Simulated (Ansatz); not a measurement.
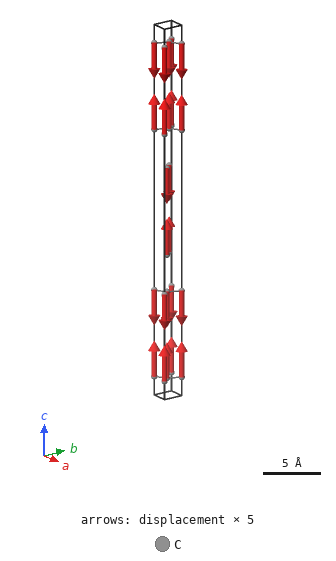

A relaxation of a crystal of C (set up in R-3m). The starting structure is drawn; red arrows show the displacements (the part carried along by the change of the cell is left out), 5 times their true length.

The picture is a ball-and-stick view of the conventional cell (3 times the calculation's cell), seen slightly off an axis. Lengths and directions refer to the drawn axes.

These are results of Ansatz, DFT PBE+D3(BJ), scalar-relativistic, plane waves, PAW, not measurements. Set-up: plane-wave cutoff 420 eV; k-point mesh 18 × 18 × 18; occupations gaussian; smearing width 0.1 eV; no spin polarisation; cell and atoms relaxed; force threshold 0.005 eV/Å; at most 80 steps.

Question: Describe the change and its energy.

Answer: The largest moves relative to the cell, 0.65 Å, are those of C atoms. The drawn cell changes as follows: a = b 2.460 → 2.465 Å (+0.2 %), c 33.450 → 20.804 Å (−37.8 %); the volume changes by −37.6 %. The space group stays R-3m (No. 166). Over 18 accepted moves (24 points after the start) the energy falls by 97.8 meV per cell of the calculation. The largest force component goes from 0.19 to 0.00015 eV/Å. The pressure goes from 1.14 to −0.02 GPa. The line search rejected the trial step at point 17 of the run. The SCF was repeated 5 times at an unchanged geometry on a basis and grid sized afresh for the cell, which shifted the energy by 8.1 meV per cell of the calculation at most. Cost: 2.8 min on 4 threads of AMD EPYC 7R43 64-Core Processor (Zen 3), with other jobs on the host, peak memory 0.75 GiB.
